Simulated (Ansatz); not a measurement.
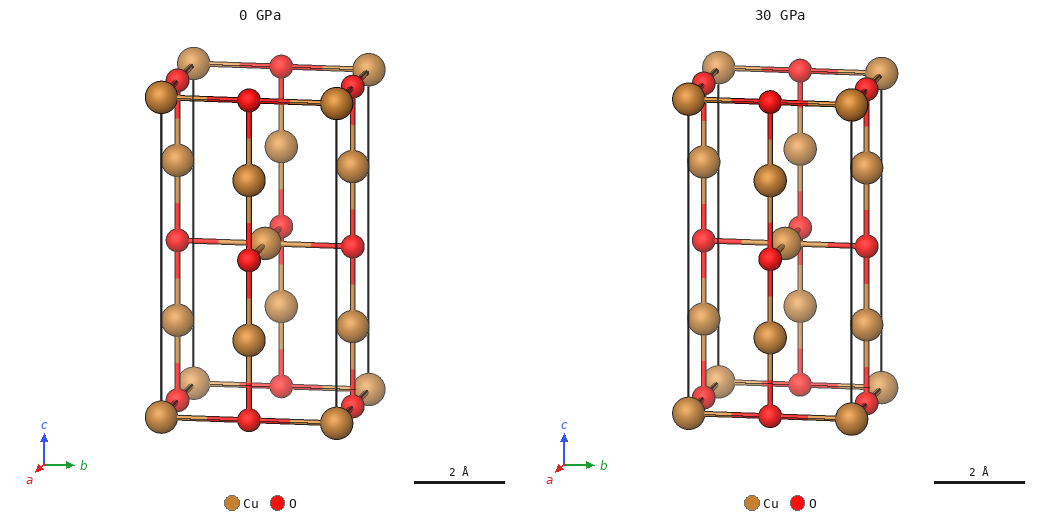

Cu₃O₂, space group I4/mmm (No. 139), relaxed (cell and atoms) under a series of hydrostatic pressures; the conventional cell is drawn at the lowest and the highest, to one scale (sticks follow a distance rule). The start was a structure listed in the Materials Project. It needn't be the stable form of this composition.

Alike in all runs: Ansatz 0.2.0; functional PBEsol; potentials Ansatz PAW; cutoff 420 eV; k mesh 9 × 9 × 9 on the run's cell of 5 atoms; occupations fermi-dirac, width 0.05 eV; no spin polarisation; no spin-orbit coupling.

| pressure (GPa) | volume (Å³/atom) | a (Å) | c (Å) |
| --- | --- | --- | --- |
| 0.0 | 11.442 | 3.970 | 7.261 |
| 2.0 | ? | ? | ? |
| 5.0 | 11.009 | 3.899 | 7.241 |
| 10.0 | 10.663 | 3.843 | 7.220 |
| 20.0 | 10.124 | 3.756 | 7.175 |
| 30.0 | 9.714 | 3.690 | 7.133 |

### What equation of state do the given rows imply, and what volume does it predict for the missing row?

The fit gives V0 = 11.44 Å³/atom, B0 = 117 GPa and B0′ = 5.5, which puts the volume at 2.0 GPa at 11.26 Å³/atom. The run gave volume 11.256 Å³/atom; a 3.939 Å; c 7.254 Å.

### Which axis yields most up to 30 GPa?

The a axis: a −7.0 %, c −1.8 %, against −15.1 % in volume.

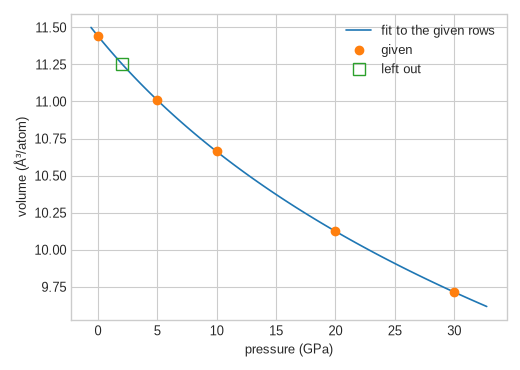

Volume against pressure, with the fit. The structure was kept in its own symmetry, so a change to another phase within this range wouldn't be seen.

Caveat: the plane-wave basis is chosen anew once the cell has moved, so the energies of steps on either side of that aren't comparable; an odd number of electrons without spin polarisation forces a metal, and a magnetic or distorted state may lie lower; the run has no spin polarisation, though such a crystal can be magnetic.
